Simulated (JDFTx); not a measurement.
## Energy of Ta along an even scaling of the cell

System: Ta (1 atom in the cell).
Method: Kohn-Sham DFT of a periodic cell, PBEsol, PseudoDojo-SR-PBEsol-0.4.1-standard, no spin polarisation (JDFTx 1.7.0 (patched build)).

The 7 runs differ only in the geometry, by an even scaling of the cell at fixed fractional positions. The structure derives from an entry of the Crystallography Open Database.

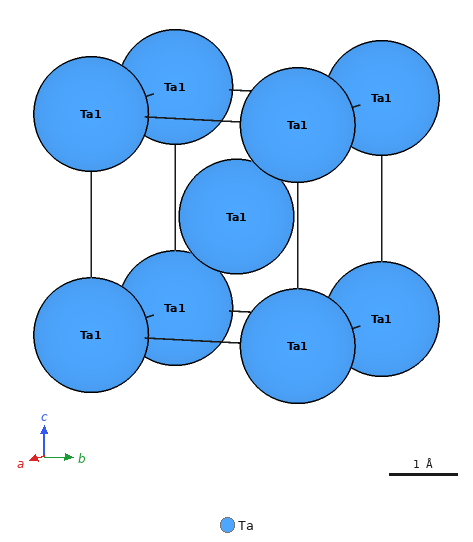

Figure 1. The structure of run 4 (spheres-only view of the cell 2 times as large as that of the calculation, set on its symmetry axes, seen slightly off an axis; atoms are numbered from 1 in the order of the input). An atom can appear more than once, as a periodic image.

**Input of run 4**
```
lattice Body-Centered Cubic 6.2409339101
coords-type Lattice
ion Ta     0.0000000000     0.0000000000     0.0000000000 1

ion-species pseudo/Ta.upf
elec-cutoff 29
elec-ex-corr gga-PBEsol
kpoint-folding 11 11 11
elec-smearing Fermi 0.0018374661
elec-n-bands 12
electronic-SCF nIterations 100 energyDiffThreshold 1e-09
electronic-minimize nIterations 30 energyDiffThreshold 1e-7
forces-output-coords Cartesian

dump-name run.$VAR
dump End Ecomponents EigStats BandEigs Kpoints Forces Stress
```

Command:
```bash
jdftx -c 1 -i Ta.in -o Ta.out
```

Lattice vectors (Å) and fractional positions of run 4:
```
  -1.651280    1.651280    1.651280
   1.651280   -1.651280    1.651280
   1.651280    1.651280   -1.651280
Ta  0.000000  0.000000  0.000000
```

Run 6 has the same physical settings and fractional positions; its lattice vectors (Å) are:
```
  -1.673010    1.673010    1.673010
   1.673010   -1.673010    1.673010
   1.673010    1.673010   -1.673010
```

**Results, with one run withheld**

```csv
run,volume per atom (Å³),"free energy per atom, from the lowest run given (meV)",pressure (GPa)
1,16.930,20.26,9.49
2,17.290,4.70,4.40
3,17.650,0.00,−0.15
4,18.010,4.99,−4.23
5,18.371,18.63,−7.87
6,18.731,?,?
7,19.091,68.48,−14.12
```

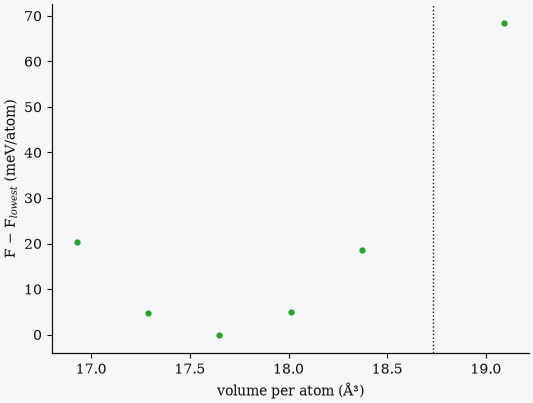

Figure 2. Free energy per atom of the runs given; the dotted line marks run 6.

Fit the runs given and predict run 6.

A cubic polynomial in V^(−2/3) (the Birch–Murnaghan form), fitted to the 6 runs given, misses them by at most 0.03 meV per atom. With x = V^(−2/3) − 0.14632 Å⁻², it reads F = 1.8935 − 3020 x + 1.1976e+06 x² + 1.6564e+06 x³ (meV per atom). At run 6 it gives 40.08 meV per atom, and the run itself gives 40.05. The slope of the fit gives a pressure −dF/dV of −11.14 GPa there, and the run prints −11.15 GPa. The fit has its minimum at 17.639 Å³ per atom, where V d²F/dV² gives 212 GPa: the bulk modulus at this level, since symmetry fixes the shape and the positions.

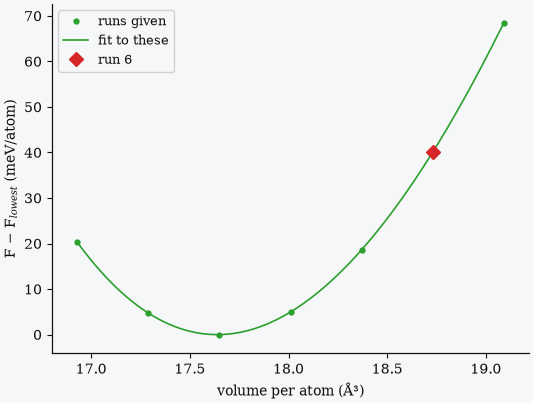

Figure 3. The fit and the withheld run.

**Some lines of the output (run 6)**
```
[...]
unit cell volume = 126.401
     Etot =      -59.1244996567952228
        F =      -59.1248740517192175
	HOMO-LUMO gap: +0.002648
	Optical gap  : +0.011815 at state 2 ( [ +0.000000 +0.000000 +0.181818 ] spin 0 )
```

Notes: Spin–orbit coupling is left out, which matters for Ta.
